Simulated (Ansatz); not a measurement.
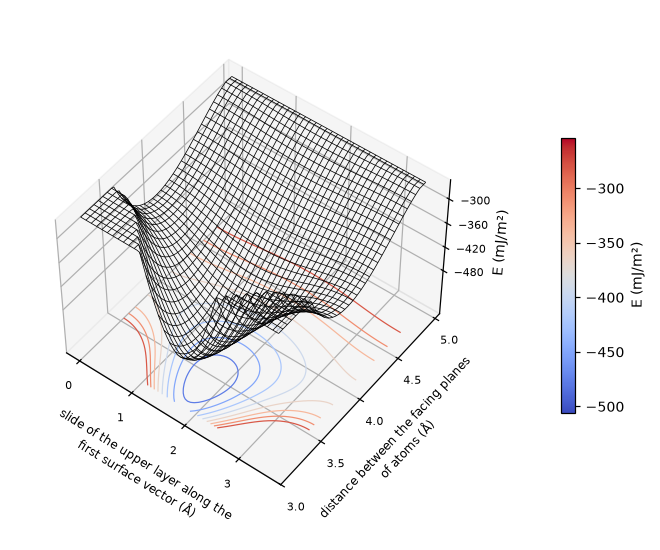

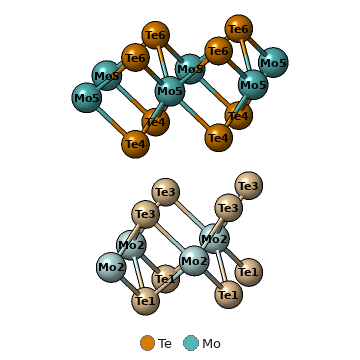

Energy landscape of a bilayer of two Te₂Mo sheets (1H type), the upper one turned by 180 degrees about the normal (6 atoms in the cell). The upper layer of a bilayer is slid along a line and lifted, both layers rigid. First axis: slide of the upper layer along the first surface vector, from Te4 above Te3. Second axis: distance between the facing planes of atoms. The scan uses a 6 × 6 grid; 24 points were computed and 12 follow by symmetry. Points are written as (first, second). Energies: mJ/m², counted from the two layers apart. These are results of DFT PBE+D3(BJ), scalar-relativistic, plane waves, PAW (Ansatz 0.2.0), not measurements. Settings: cutoff 420 eV, k-mesh 9×9×1, gaussian smearing 0.05 eV, no spin polarisation.

In the figure: a relief with its contours projected below, any walls above the top of the colour scale cut off. Between grid points the surface is interpolated. The second picture is the structure at the lowest point

Question: Describe this landscape.

Answer: The lowest grid point is at (1.75 Å, 3.40 Å), −505 mJ/m² from the two layers apart. It is the only kind of minimum in the scanned range. The highest grid point, (0.00 Å, 3.13 Å), lies 724 mJ/m² above the lowest. On the interpolated surface the easiest way out of the lowest well to its copy in the next cell or period passes a barrier of about 139 mJ/m².

Each point was launched as `ansatz run input.yaml --threads 2 --pin off --max-ram 6144MiB --backend cpu --events-out ev --progress --plain --runs-dir out`. Time for the 24 points that were run: 20 min on 2 threads of Arm Neoverse N1, on a shared host.

PAW datasets: the set soft_1.
